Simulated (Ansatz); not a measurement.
## Electronic structure of SnO (slab) in real space

Input file:

```
crystal:
  lattice:
    - [3.8360583204, 0.0, 0.0]
    - [0.0, 9.5178525435, 0.0]
    - [0.0, 0.0, 22.6734672488]
  atoms:
    - { symbol: O, position: [0.4998121446, 0.1215021389, 0.3307831095] }
    - { symbol: Sn, position: [0.999887754, 0.9997679361, 0.330794373] }
    - { symbol: Sn, position: [0.0001066875, 0.4997679361, 0.3308314138] }
    - { symbol: O, position: [0.5001822969, 0.6215021389, 0.3308426773] }
    - { symbol: O, position: [0.9998197906, 0.1215021389, 0.4153751341] }
    - { symbol: Sn, position: [0.4998690718, 0.2432277863, 0.4153850006] }
    - { symbol: Sn, position: [0.5001225905, 0.7432277863, 0.4154278928] }
    - { symbol: O, position: [0.0001718718, 0.6215021389, 0.4154377593] }
    - { symbol: O, position: [0.4998093654, 0.1215021389, 0.4999702161] }
    - { symbol: Sn, position: [0.9998849748, 0.9997679361, 0.4999814796] }
    - { symbol: O, position: [0.5001795177, 0.6215021389, 0.5000297839] }
    - { symbol: Sn, position: [0.0001039083, 0.4997679361, 0.5000185204] }
    - { symbol: O, position: [0.9998170113, 0.1215021389, 0.5845622407] }
    - { symbol: Sn, position: [0.4998662926, 0.2432277863, 0.5845721072] }
    - { symbol: Sn, position: [0.5001198113, 0.7432277863, 0.5846149994] }
    - { symbol: O, position: [0.0001690925, 0.6215021389, 0.5846248659] }
    - { symbol: O, position: [0.4998065862, 0.1215021389, 0.6691573227] }
    - { symbol: Sn, position: [0.9998821956, 0.9997679361, 0.6691685862] }
    - { symbol: O, position: [0.5001767385, 0.6215021389, 0.6692168905] }
    - { symbol: Sn, position: [0.0001011291, 0.4997679361, 0.669205627] }
basis:
  ecutwfc: 420
kpoints:
  mp_grid: { grid: [9, 4, 1] }
hamiltonian:
  xc: pbe
  dispersion: d3bj
scf:
  occupations: { method: gaussian, width: 0.1 }
output:
  forces: true
  eigenvalues: true
  write_density: true
  write_potential: true
  elf: true
  volumetric_format: npy
relax:
  adjacent_minimum: "off"
  f_tol: 0.02
  max_steps: 60
efield:
  axis: 3
  dipole_correction: true
  ramp_width: 0.04
```

Run with:

```sh
ansatz run input.yaml --threads 2 --pin off --max-ram 5120MiB --backend cpu --events-out ev --progress --plain --runs-dir out
```

The fields are those of the run's last geometry, not of the input's.

Method: DFT PBE+D3(BJ), scalar-relativistic, plane waves, PAW (Ansatz 0.2.0).

In a PAW calculation such maps are meaningful between the atoms, not at the nuclei.

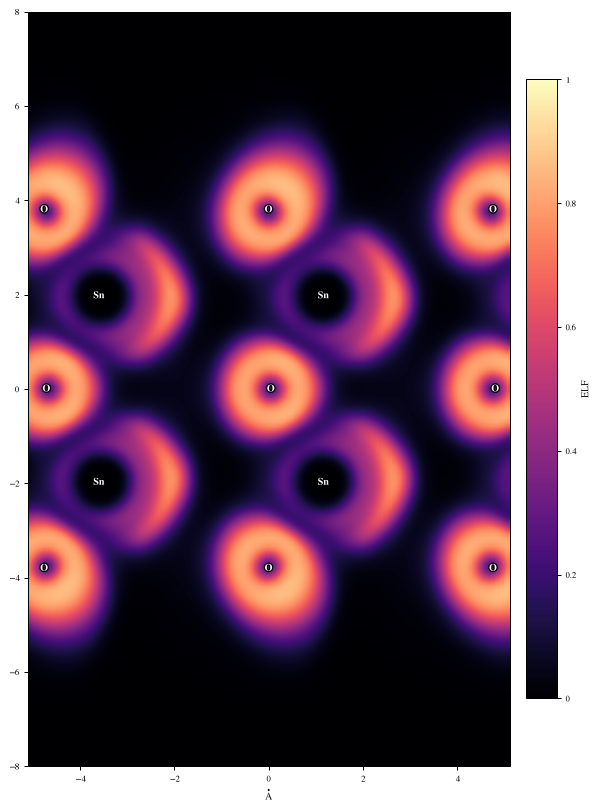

Figure 1. Electron localisation function on the (100) plane of the calculation cell, a cut from vacuum to vacuum.

Interpret the plot.

Answer. The section cuts through O and Sn sites. Sn–O (2.17 Å): the ELF peaks at about 0.80 in the valence shell of O, 0.6 Å from its nucleus, and is about 0.25 at the midpoint; no localised pair shows between them. Sn–O (2.27 Å): the ELF peaks at about 0.85 in the valence shell of O, 0.6 Å from its nucleus, and is about 0.20 at the midpoint: no localised pair shows between them. The ELF also peaks beside O, away from the bonds: lone-pair regions.

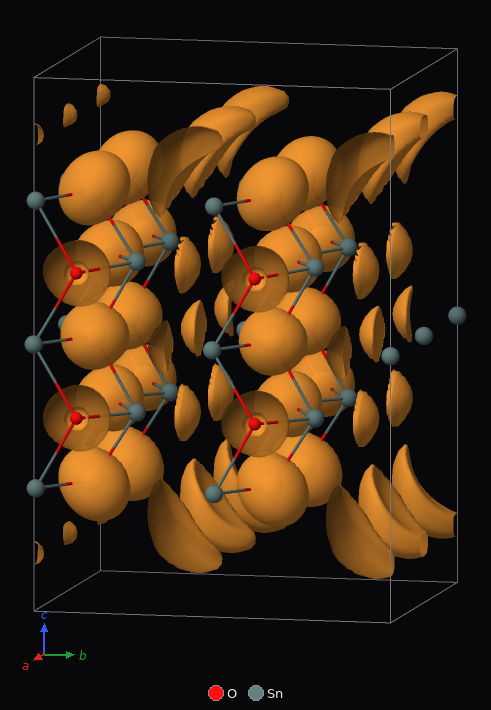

Figure 2. Isosurface of the ELF at 0.65 (orange), seen slightly off an axis. Core shells and regions of very low density are left out. Sticks mark near contacts.

Where are the electrons localised?

Answer. At this value the surface marks out ten lobes on Sn, pointing away from the bonds (lone pairs) and ten regions wrapped around O (the valence shell of each), counted in one cell of 20 atoms. Counts are for one cell; the picture repeats the cell along the surface. Profiles from the grid: Sn–O (2.16 Å): the ELF peaks at about 0.85 in the valence shell of O, 0.6 Å from its nucleus, and is about 0.20 at the midpoint; no shared electron pair shows on this line. Sn–O (2.20 Å): the ELF peaks at about 0.80 in the valence shell of O, 0.6 Å from its nucleus, and is about 0.20 at the midpoint: no shared electron pair shows on this line.

Metal or insulator at this level of theory?

Answer. It is gapped, with a Kohn–Sham gap of 0.59 eV on the k-point mesh, an upper bound to the gap of this method.
